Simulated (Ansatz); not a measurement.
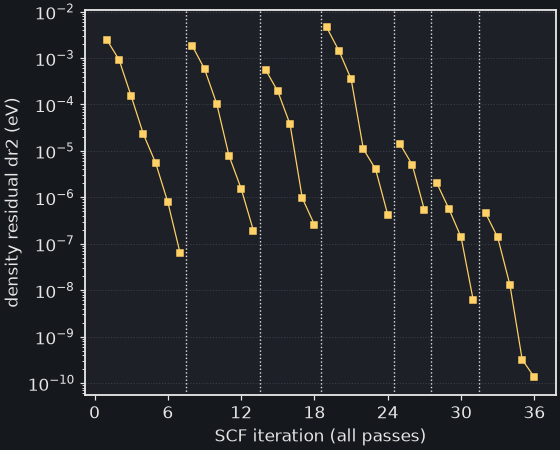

The plot shows the SCF iterations of a calculation: density residual dr2. Each stretch between dotted lines is the SCF of one geometry step of a relaxation. The starting density is a sum of atomic densities corrected by a trained network. Pass 7 re-solves the same geometry on a plane-wave basis chosen afresh for the new cell.

HfO2 (6 atoms in the cell), run with Ansatz.

```
crystal:
  lattice:
    - [3.5076695115, 0.0, 0.0]
    - [0.0, 3.5076695115, 0.0]
    - [0.0, 0.0, 5.0594796084]
  atoms:
    - { symbol: Hf, position: [0.5, 0.5, 0.5] }
    - { symbol: Hf, position: [0.0, 0.0, 0.0] }
    - { symbol: O, position: [0.0, 0.5, 0.7044890633] }
    - { symbol: O, position: [0.5, 0.0, 0.7955109367] }
    - { symbol: O, position: [0.5, 0.0, 0.2955109367] }
    - { symbol: O, position: [0.0, 0.5, 0.2044890633] }
basis:
  ecutwfc: 420
kpoints:
  mp_grid: { grid: [6, 6, 4] }
hamiltonian:
  xc: pbe
scf:
  occupations: { method: gaussian, width: 0.02 }
  max_iter: 100
output:
  forces: true
  eigenvalues: true
  stress: true
relax:
  adjacent_minimum: "off"
  f_tol: 0.008
  max_steps: 50
  cell: { stress_tol: 0.08, p_target: 20.0 }
  max_displacement: 5.0
```

Command:
```bash
ansatz run input.yaml --threads 1 --pin off --max-ram 2560MiB --backend cpu --events-out ev --progress --plain --runs-dir out
```

### How did this run end?

The run converged; it took 36 iterations in all. There are 7 passes, of 7, 6, 5, 6, 3, 4 and 5 iterations. In pass 1, the residual falls at every step. The relaxation met its thresholds.

### Is anything amiss with this input?

The input holds an odd setting (relaxation steps far too long). The SCF closed; whether the result suffers can't be told from this run alone.
